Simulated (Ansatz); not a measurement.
# Zinc, hcp: B3LYP at the BLYP geometry

Aim: see what exact exchange does to the levels, and what it costs. Spin polarisation is left out. The cell comes from an earlier BLYP relaxation. Exact exchange is dear, so the k-mesh is coarse, and BLYP is run on the same mesh for comparison.

Program: Ansatz 0.2.0. Level of theory: DFT, plane waves (420 eV) with PBE-made PAW files, scalar-relativistic; functionals as named at each step. These are calculated values, not measurements.

**1. The starting structure**

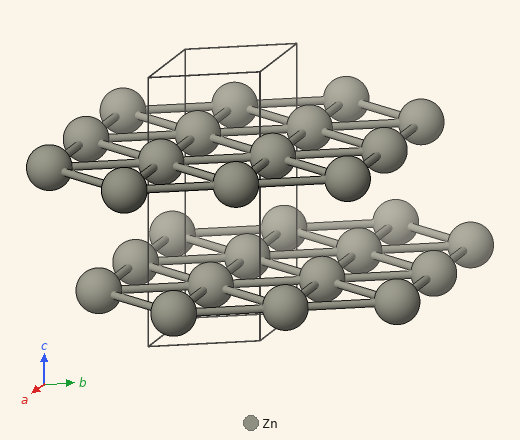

The structure, seen slightly off an axis (zinc grey). 2×2×1 cells are drawn. Any atoms on the faces are drawn again on the opposite ones, and bonded neighbours outside are added.

As a file:

```xyz
2
Lattice="2.6138 0.0000 0.0000 -1.3069 2.2637 0.0000 0.0000 0.0000 6.4039" Properties=species:S:1:pos:R:3 pbc="T T T"
Zn    0.0000    1.5091    1.6010
Zn    1.3069    0.7546    4.8029
```

**2. BLYP, coarse mesh**

The run with BLYP.

input.yaml reads:

```yaml
crystal:
  lattice:
    - [2.6138468802, 0.0, 0.0]
    - [-1.3069234401, 2.2636577999, 0.0]
    - [0.0, 0.0, 6.4038554609]
  atoms:
    - { symbol: Zn, position: [0.3333333333, 0.6666666667, 0.25] }
    - { symbol: Zn, position: [0.6666666667, 0.3333333333, 0.75] }
hamiltonian:
  xc: blyp
  pseudopotentials:
    kind: paw
    azcp:
      Zn: "pseudopotentials/Zn.paw.azcp"
basis:
  ecutwfc: 420
  fft_grid_basis: typed
kpoints:
  mp_grid: { grid: [7, 7, 3], shift: [0, 0, 0] }
magnetization:
  spin_polarized: false
scf:
  occupations: { method: fermi_dirac, width: 0.1 }
```

What it wrote, shortened:

```text
Warning: RAYON_NUM_THREADS=4 ignored (pool sized by the plan → 4); use --threads N
[...]
Pseudopotentials: kind: paw
Pseudopotential: Zn, paw, valence charge 12, recommended cutoff 420 eV (normal), <dir>
Functional definition: BLYP
[...]
Crystal: 2 atoms, lattice volume = 37.891 Å³
Basis set: ecut = 420 eV, 771 PW (Γ), exchange–correlation on 36×36×90 points (8 copies of the dense FFT grid, shifted against one another)
Bands: 16, of which v1, the nominal top of the filled ones, is band 12 counted from 1 (11 counted from 0)
Symmetry: 24 space group operations
Space group: P63/mmc (ITA 194), of the structure as read, at distance tolerance 3.4e-5 Å
k-points: 16 of 147
[...]
SCF iter   1: F=—  HF=-6656.829855 eV  |F-HF|=—  |Δ(HF+E_count)|=         —  Δρ=4.95e-3  dr2=8.88e-3  ethr=1.77e-3  ⟨swp⟩=5.4  Hψ=1240  notcnv=0
[...]
SCF iter   7: F=-6656.830058 eV  HF=-6656.830058 eV  |F-HF|=7.32e-9  |Δ(HF+E_count)|=   3.92e-7  Δρ=8.33e-6  dr2=1.51e-8  ethr=4.17e-10  ⟨swp⟩=2.1  Hψ=877  notcnv=0
[...]
SCF converged after 7 iterations
Free energy (F): -6656.830058 eV
[...]
E sigma→0 (E₀):  -6656.812914 eV
Entropy (-TS):   -0.034288 eV (-17.144 meV/atom)
Fermi energy:    8.232119 eV
[...]
```

Wall time 0.57 s (4 threads of an x86-64 CPU, shared host); peak memory 0.4 GiB.

**3. B3LYP on the coarse mesh**

The run with B3LYP.

input.yaml, as its differences from that of step 2:

```diff
@@ -9,3 +9,3 @@
 hamiltonian:
-  xc: blyp
+  xc: b3lyp
   pseudopotentials:
```

What it wrote, shortened:

```text
Warning: RAYON_NUM_THREADS=4 ignored (pool sized by the plan → 4); use --threads N
[...]
[... 2 set-up lines as earlier in the session ...]
Functional definition: B3LYP
[...]
Crystal: 2 atoms, lattice volume = 37.891 Å³
Basis set: ecut = 420 eV, 771 PW (Γ), exchange–correlation on 36×36×90 points (8 copies of the dense FFT grid, shifted against one another)
Bands: 16, of which v1, the nominal top of the filled ones, is band 12 counted from 1 (11 counted from 0)
[... 2 set-up lines as earlier in the session ...]
k-points: 16 of 147
[...]
SCF iter   1: F=—  HF=-6652.926803 eV  |F-HF|=—  |Δ(HF+E_count)|=         —  Δρ=6.21e-3  dr2=1.38e-2  ethr=1.77e-3  ⟨swp⟩=10.4  Hψ=1246  notcnv=0
[...]
Frozen-core exchange: fock
[...]
hybrid outer 2: dexx = +8.943e-7 eV, tail = 9.95e-8 eV, Δε = 6.60e-3 eV (about 4.24e-4 eV left of the loop's levels)
hybrid SCF converged: 2 outer / 8 inner (+7 warm-up), last move |dexx| = 8.94e-7 eV, tail = 9.95e-8 eV
Stability not checked: this state was not tested for a lower state beside it, because the functional holds exact exchange (a hybrid, or Hartree-Fock), whose exchange loop this test does not read (fock_operator; see scf.lower_state_search)
Free energy (F): -6653.722755 eV
Frozen-core exchange: fock
[...]
E sigma→0 (E₀):  -6653.713308 eV
Entropy (-TS):   -0.018895 eV (-9.447 meV/atom)
Fermi energy:    7.891755 eV
[...]
--- Band table (eV; the first three rows and the last of 16) ---
  k-point 0: bands = ["-2.5442", "-2.3645", "-1.5340", "-1.5340", "-1.5284", "-1.5284", "-1.3620", "-1.0508", "-1.0508", "-1.0280", "-1.0280", "1.4161", "4.4875", "14.2512"]
[...]
  guard bands above this table: 2 of the run's 16 bands. The solve was not asked for them (output.publish_guard_bands: true or output.eigenvalues: true publishes all)
```

It took 7.4 s on 4 threads of an x86-64 CPU, shared host; peak memory 1 GiB.

**4. Side by side**

```
functional               gap on the mesh  Fermi energy (eV)  SCF cycles  exchange loops  CPU time
      BLYP  none (levels filled in part)              8.232           7               -     1.2 s
     B3LYP  none (levels filled in part)              7.892          15               2      24 s
```

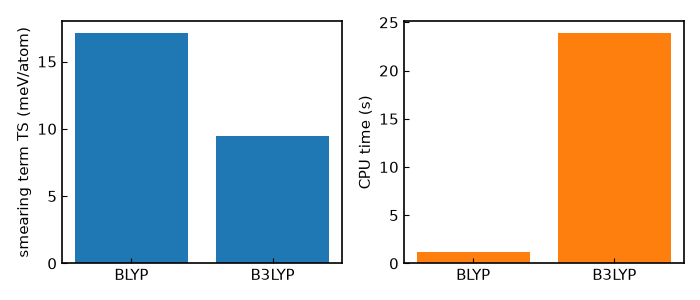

Smearing term and CPU time by functional.

**5. What came out**

| quantity | value |
| --- | --- |
| BLYP: gap | none (levels filled in part) |
| B3LYP: gap | none (levels filled in part) |
| B3LYP: SCF cycles, exchange loops | 15, 2 |
| B3LYP: CPU time over that of BLYP | 20 |

What this shows: Neither BLYP nor B3LYP shows a clean gap on this mesh. The hybrid took 20 times as much CPU time as BLYP on the same settings. B3LYP needed 2 outer loops of the exchange operator. The cell taken over is 25 % larger than the measured one (15.21 Å³/atom, COD), which weighs on all values here. The total energies in the logs cannot be compared from one functional to another.
